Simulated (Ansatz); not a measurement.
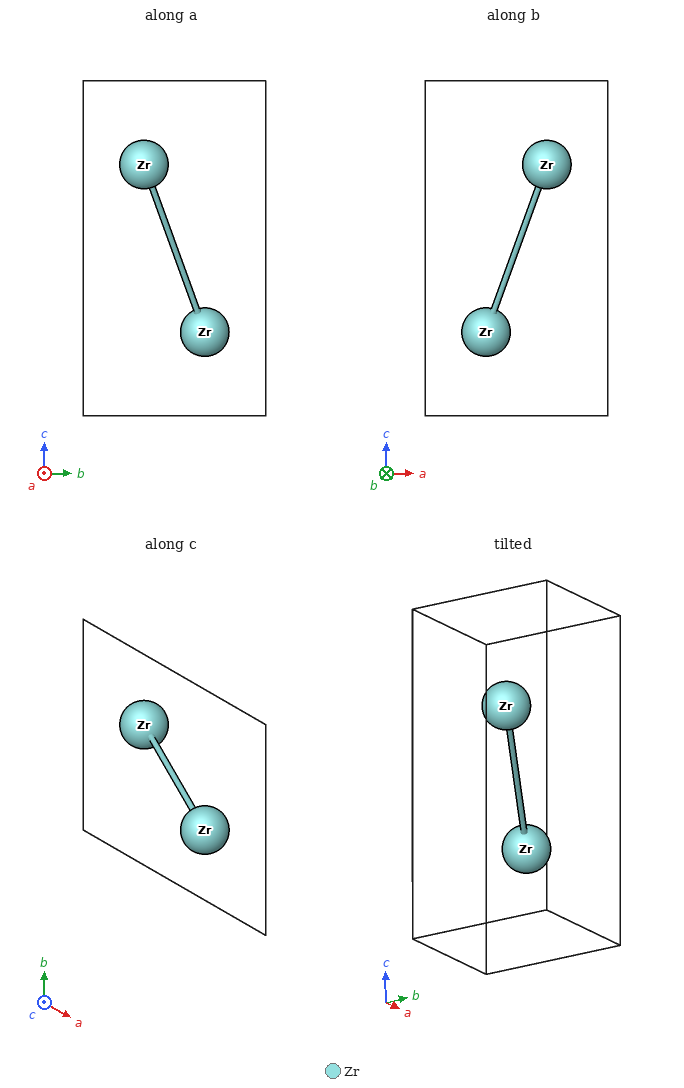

View along the a axis, along the b axis, along the c axis and slightly off an axis, drawn as a ball-and-stick model. The unit cell is drawn as a box.

Lattice parameters: a = 3.156 Å, b = 3.156 Å, c = 5.018 Å, α = 90.03°, β = 90.03°, γ = 120.01°. Put a along x and b in the xy plane.

Reconstruct the structure as a POSCAR file.

```
Zr
1.0
     3.156    0.000    0.000
    -1.578    2.733    0.000
    -0.003   -0.005    5.018
Zr
2
Direct
  0.3336 0.6664 0.2500
  0.6668 0.3332 0.7500
```

The structure comes from a structure type filled with this element by a generator (whether the element takes this form wasn't checked). Earlier steps of the study may have refined or changed the cell and positions. It was run through Ansatz as a DFT input.

At this level of theory the cell isn't at rest (compressed, at 9 GPa), so its distances can differ from those at equilibrium, the more so the softer the solid.
